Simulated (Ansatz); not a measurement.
**Single-point calculation of EuS (part 3 of 3)**

Continued. System: EuS (4 atoms in the cell). Method: DFT PBEsol+U, non-collinear, scalar-relativistic, plane waves, PAW, Ueff = 1 eV on Eu atom 1 f; Ueff = 1 eV on Eu atom 3 f (Ansatz 0.2.0); cutoff 420 eV, 6×6×6 k-mesh, Gaussian smearing of 0.05 eV, non-collinear spins. The structure was built on a prototype by a generator; it need not be a known phase. It belongs to a series of runs on one base structure; here: canted directions held.

Geometry of the input (Å; fractional positions):
```
0.0000  2.9785  2.9785
5.9570  2.9785  2.9785
5.9570  5.9570  0.0000
Eu 0.5000  0.5000  -0.0000
S  0.0000  0.0000  0.0000
Eu 0.5000  0.5000  0.5000
S  0.0000  -0.0000  0.5000
```

```
SCF converged after 21 iterations (19 of them on 56 bands)
Stability not checked: this state was not tested for a lower state beside it, because a magnetisation constraint still acts at the end of the SCF (magnetization_constraint; see scf.lower_state_search)
Magnetization: |M| = 3.6151 μB,  M = (+3.4919, -0.0000, +0.9357) μB
Absolute magnetization: 13.9612 μB (∫|m|, with the PAW one-centre terms)
  site 0: m = (+0.0010, +0.0000, +6.7584) μB, |m| = 6.7584 μB  (R = 1.23 Å)
  site 1: m = (-0.0225, +0.0000, +0.0180) μB, |m| = 0.0289 μB  (R = 1.23 Å)
  site 2: m = (+3.3800, -0.0000, -5.8525) μB, |m| = 6.7584 μB  (R = 1.23 Å)
  site 3: m = (-0.0105, +0.0000, -0.0269) μB, |m| = 0.0289 μB  (R = 1.23 Å)
--- Magnetisation constraints (ε_frz = 1.0e-4 eV) ---
  site  kind           target                            achieved (μB)             |Δ|max (μB)  g (eV/μB)                   λ_eff  esc  ok   flags
  0     per_site_axis  ê (+0.000, +0.000, +1.000) ≥0.00  (+0.001, +0.000, +6.758)  9.56e-4      (+1.9e-3, +0.0e0, +0.0e0)   1.000  0    yes
  2     per_site_axis  ê (+0.500, +0.000, -0.866) ≥0.00  (+3.380, +0.000, -5.852)  8.28e-4      (+1.7e-3, +0.0e0, +9.6e-4)  1.000  0    yes
Free energy (F): -19107.236217 eV
Harris-Foulkes:  -19107.236217 eV  (|F-HF|=4.35e-9)
Internal energy: -19107.234625 eV  (E = F + TS)
E sigma→0 (E₀):  -19107.235421 eV
Entropy (-TS):   -0.001592 eV (-0.398 meV/atom)
Fermi energy:    9.929882 eV
--- Per-component energies (eV) ---
  E_band       = -21.881563
  E_kinetic    = 917.761386
  E_local      = -4312.259088  (includes V_loc(G=0)·N_el)
  E_nonlocal   = 1009.673210
  E_hartree    = 1705.008732
  E_xc         = -545.640319
  E_vxc        = -581.481608  (∫ρ·V_xc dr)
  E_hubbard    = 0.149242  (on-site DFT+U / exact-exchange correction)
  E_vhub       = -6.595716  (the Hubbard potential's part of the band-sum identity)
  E_paw        = -13743.938584  (= ΣΔE_a)
  E_vpaw       = -458.996637  (= ΣTr[D̂ρ^β])
  E_aug_tail   = 0.000003  (compensation charges beyond the density's cutoff)
  E_constr_dc  = 0.000004  (∫m·b dr)
  E_ewald      = -4139.286767
  E_core_change = 1.297561  (= ΣΔE_core)
  E_smearing   = -0.001592  (= −TS)
  E_closure    = -0.000000  (closes the sum)
  E_penalty    = 0.000002  (constraint; not in F)
  Σ components = -19107.236217   (vs F -19107.236217, Δ=0.00e0)
--- Hubbard shell moments (per corrected site; Tr N, ν in electrons; μ in μ_B) ---
  shell 0: Tr N=6.8942  μ_S=(-0.0064, -0.0000, +6.8478)  μ_L=(+0.0000, +0.0000, -0.0000)  μ=(-0.0064, +0.0000, +6.8478)  ν=0.0014 along (-0.001, -0.000, +1.000)
  shell 1: Tr N=6.8942  μ_S=(+3.4184, -0.0000, -5.9335)  μ_L=(-0.0000, +0.0000, -0.0000)  μ=(+3.4184, +0.0000, -5.9335)  ν=0.0014 along (+0.499, +0.000, -0.866)
--- Specified on-site occupations, and those of the state reported ---
  electrons in the specified blocks: 13.8600 specified, 13.7884 found
  site 2 (l=f): largest change of an orbital's occupation 0.0195; electrons 6.9300 specified, 6.8942 found; spectral distance 0.0583
  site 0 (l=f): largest change of an orbital's occupation 0.0195; electrons 6.9300 specified, 6.8942 found; spectral distance 0.0583
--- Forces (eV/Å), atoms counted from 1 ---
  atom   1  Eu     0.00000000     0.00000000     0.00000000
  atom   2  S      0.00000000     0.00000000     0.00000000
  atom   3  Eu     0.00000000     0.00000000     0.00000000
  atom   4  S      0.00000000     0.00000000     0.00000000
  max |Σ_I F_I| component: 0.00e0 eV/Å
--- Stress (GPa, compression-positive) ---
       -4.360363       0.000000       0.000012
        0.000000      -4.641241       0.000000
        0.000012       0.000000      -4.641245
  P = ⅓ Tr σ = -4.5476 GPa (-45.476 kbar)
--- Band table (eV; the first three rows and the last of 68) ---
  k-point 0: bands = ["-31.0626", "-31.0581", "-28.0102", "-28.0039", "-9.9409", "-9.8778", "-9.8573", "-9.8573", "-9.8323", "-9.8323", "-7.6950", "-7.6091", "-7.5869", "-7.5869", "-7.5532", "-7.5532", "-3.2257", "-3.2235", "-2.8608", "-2.8482", "6.2899", "6.3665", "7.1304", "7.1304", "7.1806", "7.1806", "7.4923", "7.5158", "7.5158", "7.5496", "7.5682", "7.5682", "9.5255", "9.5906", "9.6308", "9.6385", "9.6649", "9.6896", "9.7146", "9.7146", "9.7204", "9.7204", "9.8121", "9.9274", "9.9274", "9.9280", "9.9816", "9.9816", "11.1170", "11.2665", "11.5077", "11.5077", "11.5862", "11.6980", "11.6980", "11.7723", "12.3487", "12.3856", "12.5155", "12.5733", "13.6658", "13.7638", "13.8306", "13.9557", "14.8859", "15.0379", "15.1596", "15.1878", "15.2196", "15.2855", "15.3047", "15.3047"]
  k-point 1: bands = ["-31.0611", "-31.0572", "-28.0082", "-28.0027", "-9.9318", "-9.9050", "-9.8839", "-9.8770", "-9.8498", "-9.8281", "-7.6871", "-7.6699", "-7.6424", "-7.6125", "-7.5765", "-7.5471", "-3.0740", "-3.0637", "-2.7503", "-2.7460", "6.3264", "6.4005", "6.5596", "6.6101", "6.8611", "6.9074", "6.9357", "6.9782", "7.2265", "7.2669", "7.3774", "7.4315", "9.5720", "9.5878", "9.6209", "9.6281", "9.6287", "9.6490", "9.7109", "9.7152", "9.7262", "9.7681", "9.7824", "9.8129", "9.8411", "9.8487", "10.4159", "10.4824", "11.5594", "11.6947", "11.7024", "11.7263", "11.8793", "11.8837", "12.1796", "12.3448", "12.8896", "13.0401", "13.1856", "13.3143", "14.3854", "14.4004", "14.5358", "14.5412", "14.6289", "14.6922", "14.9806", "15.0349", "15.0389", "15.0765", "15.1368", "15.1596"]
  k-point 2: bands = ["-31.0580", "-31.0558", "-28.0039", "-28.0007", "-9.9965", "-9.9850", "-9.9104", "-9.8786", "-9.8336", "-9.8210", "-7.8235", "-7.8093", "-7.6669", "-7.6236", "-7.5537", "-7.5367", "-2.7564", "-2.7354", "-2.5472", "-2.5365", "5.7141", "5.7520", "5.9113", "5.9440", "6.4541", "6.5210", "6.5952", "6.6233", "6.7428", "6.7678", "7.0720", "7.1245", "9.5616", "9.5772", "9.5778", "9.6037", "9.6113", "9.6205", "9.6921", "9.6971", "9.7003", "9.7094", "9.7232", "9.7233", "9.7263", "9.7511", "11.8225", "11.8388", "11.8902", "11.9361", "12.2369", "12.3940", "12.4871", "12.6368", "13.3596", "13.5188", "13.5614", "13.6305", "14.1365", "14.1701", "14.2778", "14.4115", "14.6093", "14.6346", "14.8800", "14.8841", "15.2184", "15.2525", "15.3012", "15.3311", "15.3331", "15.3406"]
  k-point 67: bands = ["-31.0516", "-31.0516", "-27.9947", "-27.9947", "-9.9863", "-9.9863", "-9.9484", "-9.9484", "-9.8766", "-9.8766", "-7.7609", "-7.7609", "-7.7091", "-7.7091", "-7.6243", "-7.6243", "-2.8683", "-2.8683", "-2.8409", "-2.8409", "6.2844", "6.2844", "6.3594", "6.3594", "7.0990", "7.0990", "7.1539", "7.1539", "7.2078", "7.2078", "7.2415", "7.2415", "9.5469", "9.5469", "9.6147", "9.6147", "9.6235", "9.6235", "9.6878", "9.6879", "9.7180", "9.7180", "9.7377", "9.7377", "9.7420", "9.7420", "9.8114", "9.8114", "9.8232", "9.8232", "13.3869", "13.3869", "13.5211", "13.5212", "13.7686", "13.7686", "14.0457", "14.0457", "14.9660", "14.9660", "15.0661", "15.0661", "15.1154", "15.1154", "15.1449", "15.1449", "15.2320", "15.2320", "15.3069", "15.3070", "15.3224", "15.3224"]
Occupation matrices written to [file]
--- Löwdin populations: 4 sites ---
  site symbol       q [e]
     0     Eu     16.7327
     1      S      6.2317
     2     Eu     16.7327
     3      S      6.2317
  spilling = 0.001547 (of n_electrons = 46.000000)
--- Occupation matrices: 2 shells (run DFT+U table (all-electron-ortho-atomic); ε = 3.72e-3) ---
  Eu0 f_4F: site group Oh (m-3m); on the run's cell D4h (4/mmm)
  Eu0 f_4F spinor Tr n = 6.8942  λ = 0.001 0.002 0.002 0.002 0.005 0.005 0.005 0.969 0.969 0.981 0.985 0.989 0.989 0.989  [7× z3 0.14 (T1u 0.43) T1u(0.43)/Eu(0.57) | 2× z3 0.48 (T1u 0.96) T1u(0.96)/Eu(1.00) | x(x2-3y2) 0.63 (T1u 1.00) T1u(1.00)/A2u(1.00) | 4× xyz 0.25 (T2u 0.73) T2u(0.73)/Eu(0.50)]
  specified occupation → Eu0 f_4F spinor: matrix, ‖Δ‖_F = 0.0583, Tr Δ = +0.0358, displaced = 0.1008, d_λ = 0.0583; orbital distance = 0.0022
  Eu2 f_4F: site group Oh (m-3m); on the run's cell D4h (4/mmm)
  Eu2 f_4F spinor Tr n = 6.8942  λ = 0.001 0.002 0.002 0.002 0.005 0.005 0.005 0.969 0.969 0.981 0.985 0.989 0.989 0.989  [7× z3 0.14 (T1u 0.43) T1u(0.43)/Eu(0.57) | 2× z3 0.48 (T1u 0.96) T1u(0.96)/Eu(1.00) | x(x2-3y2) 0.63 (T1u 1.00) T1u(1.00)/A2u(1.00) | 4× xyz 0.25 (T2u 0.73) T2u(0.73)/Eu(0.50)]
  specified occupation → Eu2 f_4F spinor: matrix, ‖Δ‖_F = 0.0583, Tr Δ = +0.0358, displaced = 0.1008, d_λ = 0.0583; orbital distance = 0.0022
  Tr n, λ and their labels are of the run-group-symmetrised matrices; stabiliser: 64 of 64 elements of G0×{1,Θ} up to a turn of all spins (closed), max defect 6.7e-6 at τ = 7.9e-4
```

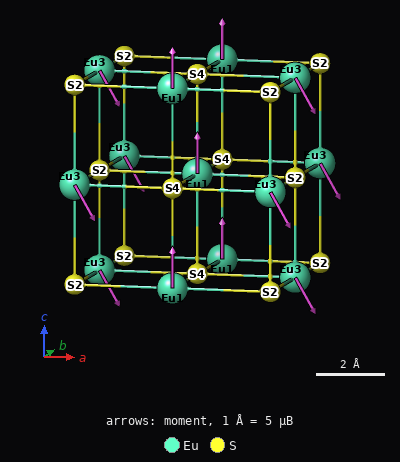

*Magnetic moments of the sites as pink arrows (ball-and-stick view of the cell 2 times as large as that of the calculation, set on its symmetry axes, seen slightly off an axis; atoms are numbered from 1 in the order of the input); small moments hardly show.*

Site moments: Eu1, Eu3 (6.43 μB). They are counted near the atoms and needn't add up to the moment of the cell.

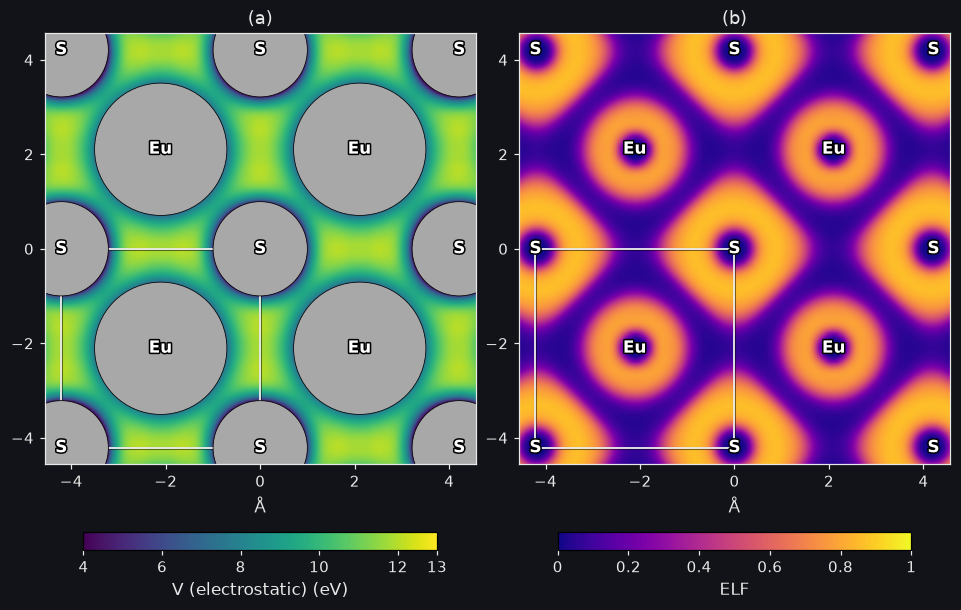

*(a) electrostatic potential (local pseudopotential plus Hartree) felt by an electron; (b) electron localisation function on the (011) plane of the calculation cell. Grey discs, where drawn, cover atomic cores.*

The plane passes through S and Eu nuclei. Eu–S (2.98 Å): the ELF peaks at about 0.85 in the valence shell of S, 0.9 Å from its nucleus, and drops to about 0.10 between the two atoms; a polar contact without a shared pair, in a metal. The strong features right at Eu lie inside the PAW spheres (semicore, d or f shells) and say nothing about bonding. Outside the cores the potential energy rises away from the atoms and is highest about 1.6 Å from the nearest atoms; outside the discs it spans about 7 eV, and its zero is arbitrary. Core electrons are frozen (PAW), so the fields are smoothed inside the atomic spheres.

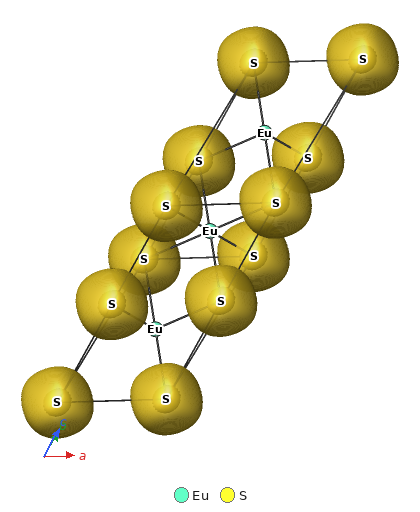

*Isosurface of the ELF at 0.65 (yellow), seen at an oblique angle. Core shells and regions of very low density are left out. Sticks mark near contacts. The outline is the calculation cell.*

Along the contacts the grid gives the following. Eu–S (2.98 Å): the ELF peaks at about 0.85 in the valence shell of S, 0.9 Å from its nucleus, and drops to about 0.10 between the two atoms (no shared pair; the contact is polar).
